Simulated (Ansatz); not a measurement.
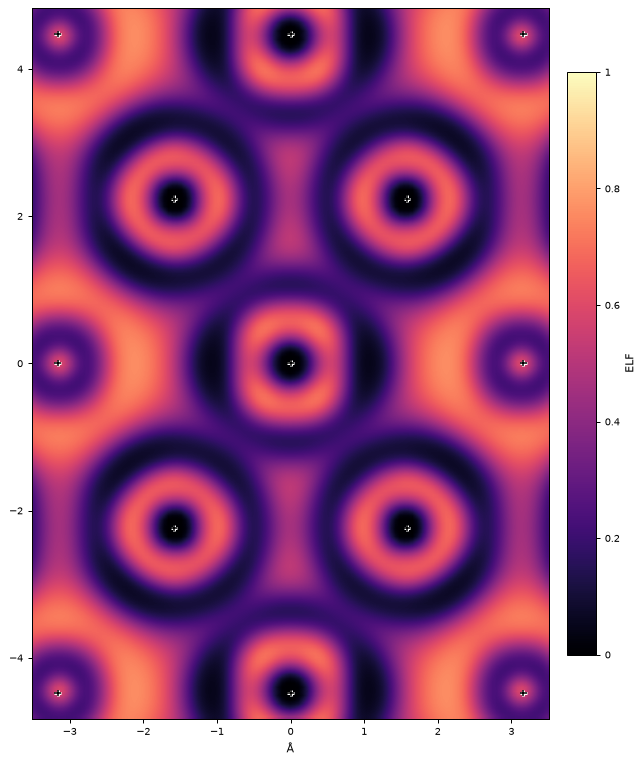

The ELF on a plane through atoms (crosses mark nuclei in the plane).

Computed with Kohn-Sham DFT of a periodic cell, r2SCAN, Ansatz PAW (Ansatz).

Candidates:
A. TiAl3, a = 3.74 Å, b = 3.74 Å, c = 8.39 Å, α = 90.00°, β = 90.00°, γ = 90.00°. Space group I4/mmm; a structure from a database of computed crystals, not necessarily the ambient phase; computed pressure about 8 GPa in this cell.
B. Ti3Si, a = 6.33 Å, b = 6.33 Å, c = 6.33 Å, α = 90.00°, β = 90.00°, γ = 90.00°. Space group Fm-3m; a structure from a database of computed crystals, not necessarily the ambient phase; computed pressure about −5 GPa in this cell.

### Which system is this?

Candidate B: Ti3Si on the (011) plane of the conventional cell, which holds Ti and Si. Ti–Ti (2.74 Å): the ELF is about 0.20 at the midpoint; no localised pair shows between them. Ti–Si (2.74 Å): the ELF peaks at about 0.70 in the valence shell of Si, 1.0 Å from its nucleus, and is about 0.30 at the midpoint.
